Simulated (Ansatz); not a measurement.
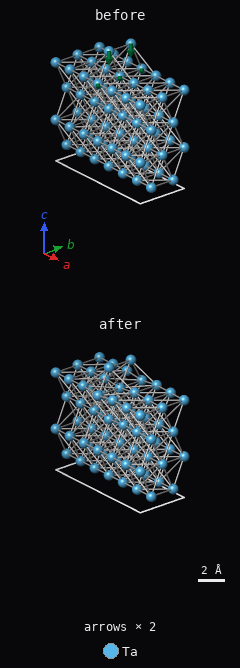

The structure of a slab of composition Ta (cut from the Im-3m phase) before (top) and after (bottom) a constrained relaxation, at one scale. The green arrows give the displacements, magnified 2 times.

A ball-and-stick model of the 1 × 2 repeat of the cell, outlined in the plane, without the vacuum (origin shifted), seen slightly off an axis.

Case: stripe over 2 of 6 cells, two steps. 12 atoms are held fixed.

Computed with Ansatz, DFT PBE, scalar-relativistic, plane waves, PAW. Settings: plane-wave cutoff 420 eV; k-point mesh 3 × 14 × 1; occupations gaussian; smearing width 0.1 eV; no spin polarisation; dipole correction; atoms relaxed in a fixed cell; force threshold 0.02 eV/Å; at most 45 steps.

What changed between the two?

The largest move is that of a Ta atom, 0.59 Å along the normal (−c). The lattice vectors keep their values. Near-neighbour distances that change, for instance: Ta–Ta 3.319 → 3.000 Å, Ta–Ta 2.874 → 2.578 Å, Ta–Ta 3.319 → 3.199 Å, Ta–Ta 3.319 → 3.430 Å. Among the angles between lasting bonds that change: Ta–Ta–Ta 90.0° → 107.3°, Ta–Ta–Ta 70.5° → 80.1°, Ta–Ta–Ta 125.3° → 130.1°. After 4 accepted moves (5 points after the start) the energy has fallen by 1.009 eV per cell of the calculation. The largest force component goes from 3.2 to 0.018 eV/Å. 1 step only repeated the SCF at the same geometry.
